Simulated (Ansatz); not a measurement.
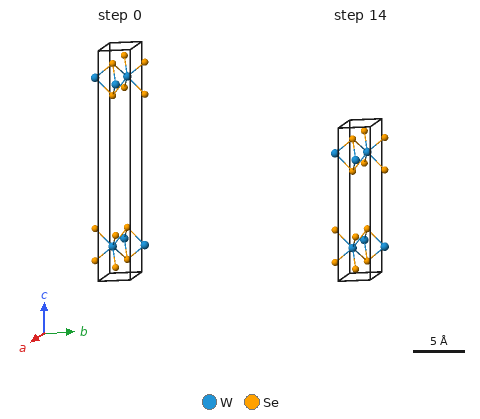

The structure of solid WSe2 (set up in P-3m1) before (left) and after (right) a relaxation, at one scale.

The picture is a ball-and-stick view of the cell of the calculation, seen slightly off an axis.

Case: relaxed at 2 GPa.

All numbers below come from DFT PBEsol, scalar-relativistic, plane waves, PAW in Ansatz 0.2.0. Settings: plane-wave cutoff 420 eV; k-point mesh 12 × 12 × 2; occupations gaussian; smearing width 0.02 eV; target pressure 2 GPa; no spin polarisation; cell and atoms relaxed; force threshold 0.008 eV/Å; at most 50 steps.

Question: What changed between the two?

Answer: The run was cut off at its time limit before the relaxation converged, so the last structure is only a point on the way. The largest moves relative to the cell, 1.50 Å, are those of Se atoms. By element the largest moves are Se 1.50 Å, W 0.93 Å. The volume changes by −33.8 %, with a = b 3.250 → 3.243 Å (−0.2 %), c 23.831 → 15.848 Å (−33.5 %). Near-neighbour distances that change, for instance: Se–W 2.506 → 2.511 Å. The space group stays P-3m1 (No. 164). The energy rises by 22.0 meV per cell of the calculation in 13 accepted moves (14 points after the start). With the target pressure of 2 GPa, the enthalpy E + pV changes by −0.897 eV per cell of the calculation. Largest force component: 0.35 eV/Å at the start, 0.17 eV/Å at the end. Pressure: 1.56 GPa at the start and 2.26 GPa at the end. The line search rejected the trial step at point 5 of the run.
